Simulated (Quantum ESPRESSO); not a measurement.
# TiSi$_{2}$: 7 runs along one coordinate

System: TiSi$_{2}$ (3 atoms in the cell).
Method: Kohn-Sham DFT of a periodic cell, LDA, GBRV 1.5 LDA, no spin polarisation (Quantum ESPRESSO 7.5).

The 7 runs differ only in the geometry, by an even scaling of the cell at fixed fractional positions. The structure derives from a Materials Project entry.

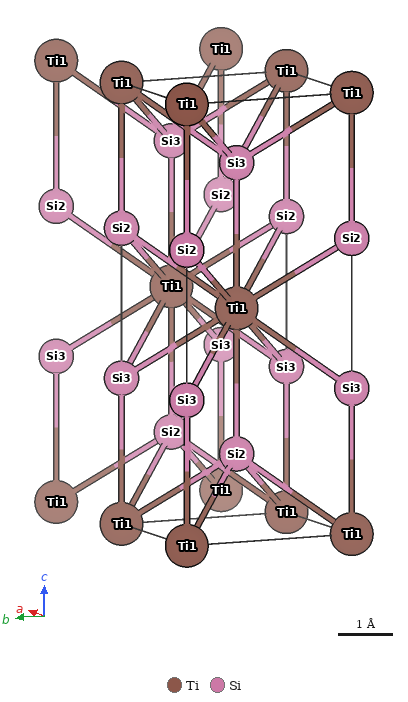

Figure 1. The structure of run 4 (ball-and-stick view of the cell 2 times as large as that of the calculation, set on its symmetry axes, repeated 2 × 1 × 1, seen at an oblique angle; atoms are numbered from 1 in the order of the input). An atom can appear more than once, as a periodic image.

### Input of run 4
```
&CONTROL
  calculation = 'scf'
  prefix = 'pwscf'
  outdir = './tmp'
  pseudo_dir = './pseudo'
  tprnfor = .true.
  tstress = .true.
  disk_io = 'nowf'
/
&SYSTEM
  ibrav = 0
  nat = 3
  ntyp = 2
  ecutwfc = 45
  ecutrho = 360
  nbnd = 16
  occupations = 'smearing'
  smearing = 'fd'
  degauss = 0.00367493
/
&ELECTRONS
  conv_thr = 6d-10
  electron_maxstep = 120
  mixing_beta = 0.5
/
ATOMIC_SPECIES
Ti    47.8670 ti_lda_v1.4.uspp.F.UPF
Si    28.0850 si_lda_v1.uspp.F.UPF
CELL_PARAMETERS angstrom
  -1.4728720000    1.7121300000    4.2120830000
   1.4728720000   -1.7121300000    4.2120830000
   1.4728720000    1.7121300000   -4.2120830000
ATOMIC_POSITIONS crystal
Ti     0.0000000000    0.0000000000    0.0000000000
Si     0.6700780000    0.6700780000    0.0000000000
Si     0.3299220000    0.3299220000    0.0000000000
K_POINTS automatic
12 12 12 0 0 0
```

Command:
```bash
OMP_NUM_THREADS=1 mpirun -n 2 pw.x -nk 2 -in pw.in > pw.out
```

Run 3 differs from it as follows:
```diff
-  -1.4728720000    1.7121300000    4.2120830000
-   1.4728720000   -1.7121300000    4.2120830000
-   1.4728720000    1.7121300000   -4.2120830000
+  -1.4629866552    1.7006388484    4.1838131348
+   1.4629866552   -1.7006388484    4.1838131348
+   1.4629866552    1.7006388484   -4.1838131348
```

### Results, with one run withheld

| run | volume per atom (Å³) | free energy per atom, from the lowest run given (meV) | pressure (GPa) |
| --- | --- | --- | --- |
| 1 | 13.313 | 1.36 | 2.45 |
| 2 | 13.596 | 0.00 | −0.89 |
| 3 | 13.879 | ? | ? |
| 4 | 14.162 | 13.43 | −6.54 |
| 5 | 14.446 | 27.10 | −8.92 |
| 6 | 14.729 | 44.77 | −11.06 |
| 7 | 15.012 | 66.00 | −12.96 |

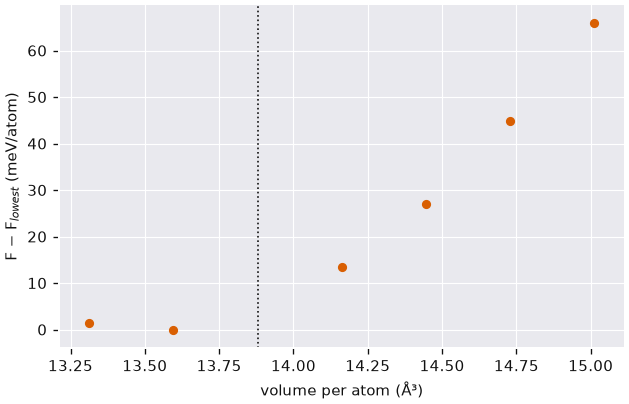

Figure 2. Free energy per atom of the runs given; the dotted line marks run 3.

Fit the runs given and predict run 3.

A cubic polynomial in V^(−2/3) (the Birch–Murnaghan form), fitted to the 6 runs given, misses them by at most 0.02 meV per atom. With x = V^(−2/3) − 0.17063 Å⁻², it reads F = 14.481 − 5247 x + 4.6661e+05 x² + 3.9111e+05 x³ (meV per atom). At run 3 it gives 4.22 meV per atom, and the run itself gives 4.22. The slope of the fit gives a pressure −dF/dV of −3.85 GPa there, and the run prints −3.87 GPa. The fit has its minimum at 13.519 Å³ per atom, where V d²F/dV² gives 155 GPa. Cell shape and fractional positions are held, so this is the stiffness under even scaling; the relaxed bulk modulus wasn't computed.

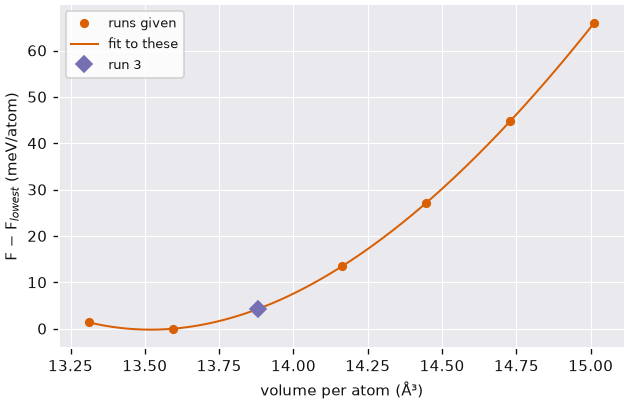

Figure 3. The fit and the withheld run.

### Some lines of the output (run 3)
```
[...]
     number of k points=   280  Fermi-Dirac smearing, width (Ry)=  0.0037
     total energy              =    -138.58241965 Ry
     total energy              =    -138.59634451 Ry
     total energy              =    -138.60373294 Ry
     total energy              =    -138.60855021 Ry
     total energy              =    -138.60867857 Ry
     total energy              =    -138.60869445 Ry
     total energy              =    -138.60869865 Ry
     total energy              =    -138.60869901 Ry
     the Fermi energy is    12.4270 ev
!    total energy              =    -138.60869901 Ry
     The total energy is F=E-TS. E is the sum of the following terms:
     Computing stress (Cartesian axis) and pressure
          total   stress  (Ry/bohr**3)                   (kbar)     P=      -38.68
```

Notes on the run: negative rho.
